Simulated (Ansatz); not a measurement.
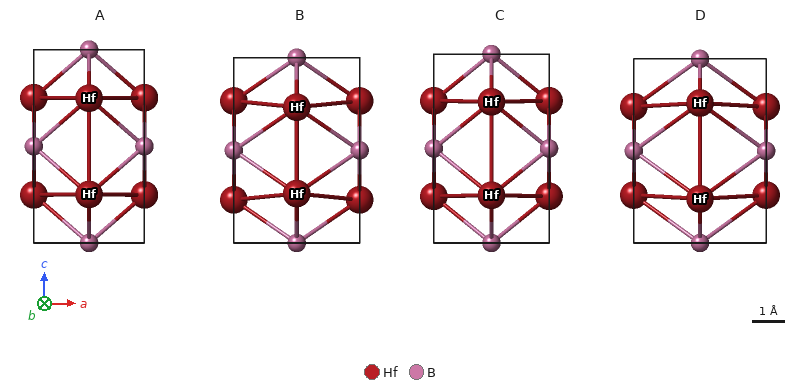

4 geometries from one relaxation of solid HfB (a generated structure, set up in Immm) (coarse preliminary run), in shuffled order. The picture is a ball-and-stick view of the conventional cell (2 times the calculation's cell), seen along the b axis. Lengths and directions refer to the drawn axes.

These are results of DFT PBE, scalar-relativistic, plane waves, PAW in Ansatz 0.2.0, not measurements. Settings: plane-wave cutoff 420 eV; k-point mesh 6 × 6 × 6; occupations gaussian; smearing width 0.1 eV; no spin polarisation; cell and atoms relaxed; force threshold 0.04 eV/Å; at most 70 steps.

Q: Order the frames from highest to lowest energy.

A: D, B, C, A. They are steps 0, 1, 3, 7, at +5.024 eV per cell of the calculation, +1.709 eV per cell of the calculation, +98.4 meV per cell of the calculation relative to the last. After 6 accepted moves (7 points after the start) the energy has fallen by 5.024 eV per cell of the calculation. The largest force component goes from 7.9 to 0.0065 eV/Å. Pressure: 19.67 GPa at the start and 0.08 GPa at the end. The SCF was repeated once at an unchanged geometry on a basis and grid sized afresh for the cell, which shifted the energy by 2.8 meV per cell of the calculation at most. The largest moves relative to the cell, 0.38 Å, are those of B atoms. By element the largest moves are B 0.38 Å, Hf 0.07 Å. Cell: a 4.218 → 3.524 Å (−16.4 %), b 5.094 → 5.458 Å (+7.1 %), c 5.868 → 6.163 Å (+5.0 %). Volume −6.0 %. Among the contacts that change: B–B 2.235 → 1.634 Å, B–Hf 2.005 → 2.460 Å, B–Hf 2.834 → 2.475 Å, Hf–Hf 2.813 → 3.096 Å. New bonds form: B–B (2.24 → 1.63 Å). Bond angles that change, for instance: Hf–B–Hf 65.2° → 76.6°, Hf–B–Hf 89.1° → 78.0°, Hf–B–Hf 133.5° → 141.5°. The space group stays Immm (No. 71). The run took 40 s on 1 thread of Intel(R) Xeon(R) Platinum 8488C (Sapphire Rapids), with other jobs on the host, peak memory 0.43 GiB.
